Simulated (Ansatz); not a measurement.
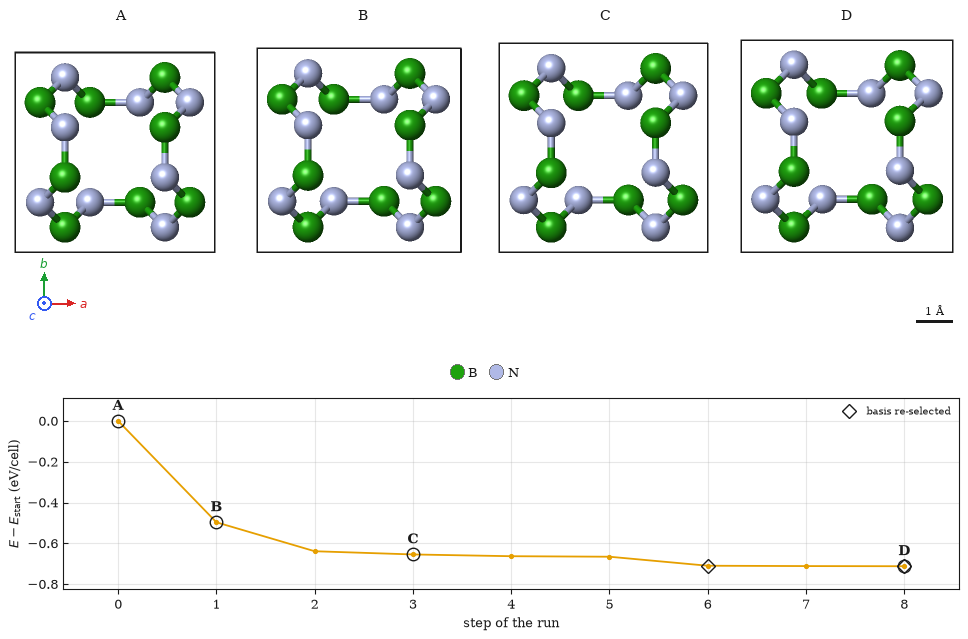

Frames of a relaxation of crystalline BN (a generated structure, set up in I-42d) (coarse preliminary run), marked on the history of the run. A ball-and-stick model of the conventional cell (2 times the calculation's cell), seen along the c axis. Lengths and directions refer to the drawn axes.

All numbers below come from Ansatz, DFT PBE, scalar-relativistic, plane waves, PAW. (plane-wave cutoff 420 eV; k-point mesh 6 × 6 × 6; occupations gaussian; smearing width 0.1 eV; no spin polarisation; cell and atoms relaxed; force threshold 0.04 eV/Å; at most 70 steps)

Question: Describe the path.

Answer: The largest moves relative to the cell, 0.061 Å, are those of N atoms. By element the largest moves are N 0.061 Å, B 0.038 Å. The drawn cell changes as follows: a = b 5.683 → 6.027 Å (+6.1 %), c 4.019 → 3.891 Å (−3.2 %); the volume changes by +8.9 %. Some distances before and after: B–N 1.421 → 1.495 Å, B–N 1.421 → 1.408 Å. Among the angles between lasting bonds that change: B–N–B 120.0° → 114.0°, N–B–N 120.0° → 116.1°, B–N–B 120.0° → 123.0°. The space group stays I-42d (No. 122). The energy falls by 0.712 eV per cell of the calculation in 6 accepted moves (8 points after the start). Largest force component: 2 eV/Å at the start, 0.027 eV/Å at the end. Pressure: 25.07 GPa at the start and −0.16 GPa at the end. The SCF was repeated twice at an unchanged geometry on a basis and grid sized afresh for the cell, which shifted the energy by 44.2 meV per cell of the calculation at most. Cost: 52 s on 1 thread of Arm Neoverse V1, on a shared host, peak memory 0.31 GiB. From step 0 to 1: volume +5.7 %, energy −0.497 eV per cell of the calculation. From step 1 to 3: N atoms move most (0.03 Å), volume +3.1 %, energy −0.158 eV per cell of the calculation. From step 3 to 8: N atoms move most (0.02 Å), energy −57.8 meV per cell of the calculation.

```
step  E − E(0), meV/atom  largest force component, eV/Å  pressure, GPa  volume, Å³/atom                      note
   0                0.00                         1.9652          25.07            8.112                          
   1              -62.10                         1.1847           8.15            8.579                          
   2              -79.83                         0.3317          -0.12            8.861                          
   3              -81.79                         0.3069          -0.01            8.842                          
   4              -82.87                         0.2350           0.64            8.802                          
   5              -83.19                         0.0243          -0.05            8.818                          
   6              -88.71                         0.0236           0.80            8.818  same geometry, new basis
   7              -88.92                         0.0277          -0.16            8.834                          
   8              -89.01                         0.0273          -0.16            8.834  same geometry, new basis
```
